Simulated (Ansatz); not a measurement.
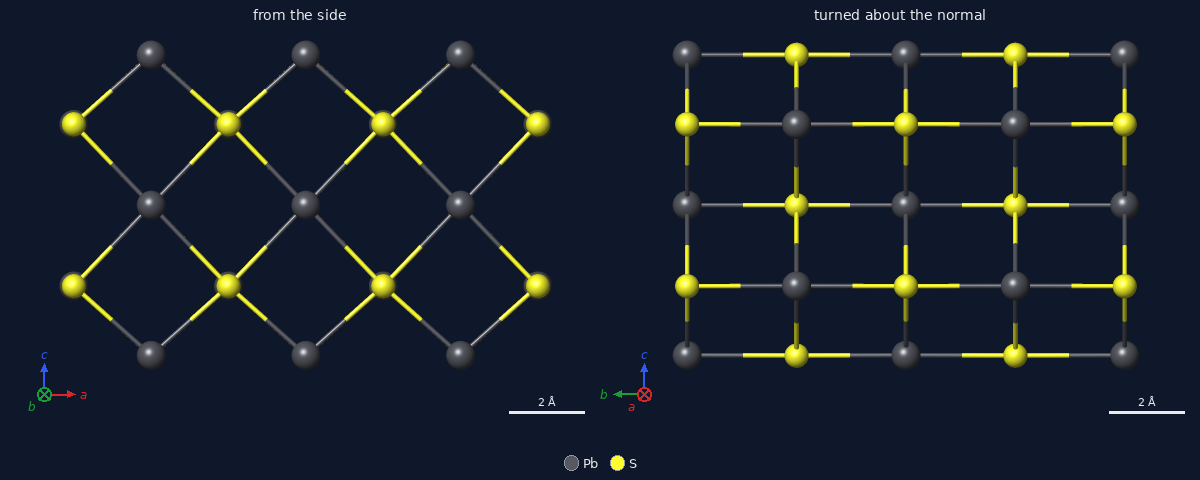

A ball-and-stick picture of a periodic slab, seen from the side and turned about the normal. The surface normal points up in side views; the vacuum is left out. 3×2 cells are drawn in the plane, with atoms at the edges repeated.

The cell holds 5 Pb, 5 S. The slab was cut from bulk PbS (Fm-3m).

### Which atoms form the outer planes?

The top face ends in Pb and S, the bottom face in Pb and S. The two faces are alike.

### How far does the slab extend along the normal?

About 8 Å from the lowest to the highest atom.

### State the number of planes and their content from above.

Five planes: PbS / PbS / PbS / PbS / PbS.

### What facet is shown?

(1 1 0).

All computed values are from DFT PBEsol, scalar-relativistic, plane waves, PAW in Ansatz 0.2.0. Settings: plane waves up to 420 eV, an 8×6×1 grid in reciprocal space, Gaussian smearing of 0.05 eV, no spin polarisation.

### State the work functions.

4.30 eV on both faces.

The cell started as a structure type filled with these elements by a generator (whether the compound takes this form wasn't checked); a slab was cut from it. The atoms were relaxed in a fixed cell with Ansatz, DFT PBEsol, scalar-relativistic, plane waves, PAW.
